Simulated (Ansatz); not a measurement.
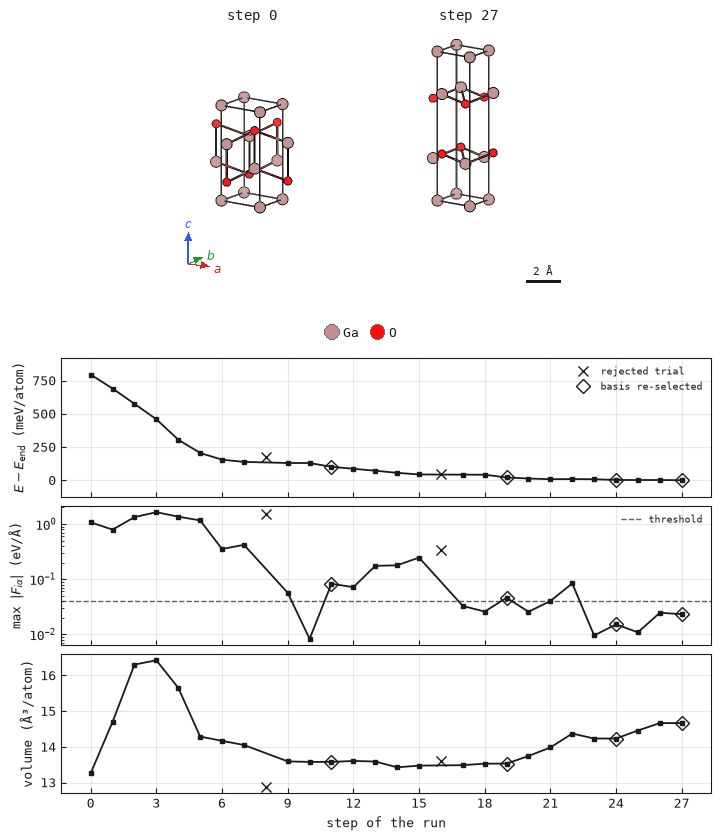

First and last geometry of a relaxation of crystalline Ga₃O₂ (built on the A-type sesquioxide_164 type) (coarse preliminary run), with the history of the run. The picture is a ball-and-stick view of the cell of the calculation, seen slightly off an axis.

Case: anti-A-type sesquioxide type (P-3m1, No. 164).

The calculation used Ansatz, DFT PBE, scalar-relativistic, plane waves, PAW. Settings: plane-wave cutoff 420 eV; k-point mesh 6 × 6 × 4; occupations gaussian; smearing width 0.1 eV; no spin polarisation; cell and atoms relaxed; force threshold 0.04 eV/Å; at most 70 steps.

Question: Read the history and describe the run.

Answer: It converged. The largest moves relative to the cell, 0.87 Å, are those of Ga atoms. By element the largest moves are Ga 0.87 Å, O 0.86 Å. The volume changes by +10.6 %, with a = b 3.665 → 3.080 Å (−15.9 %), c 5.702 → 8.923 Å (+56.5 %). Some distances before and after: Ga–O 2.281 → 3.584 Å, Ga–O 2.207 → 1.931 Å. Bonds break: Ga–O (2.28 → 3.58 Å). Among the angles between lasting bonds that change: O–Ga–O 112.3° → 105.8°, Ga–O–Ga 112.3° → 105.8°. The space group stays P-3m1 (No. 164). Over 21 accepted moves (27 points after the start) the energy falls by 795 meV per atom. Largest force component: 1.1 eV/Å at the start, 0.023 eV/Å at the end. The pressure goes from 14.24 to 0.16 GPa. The line search rejected the trial steps at points 8, 16 of the run. At 4 points the geometry stayed and the basis and grid were re-selected for the new cell (energy shift of 28.8 meV per atom at most each time). The run took 100 s on 1 thread of Arm Neoverse V1, on a shared host, peak memory 0.36 GiB.
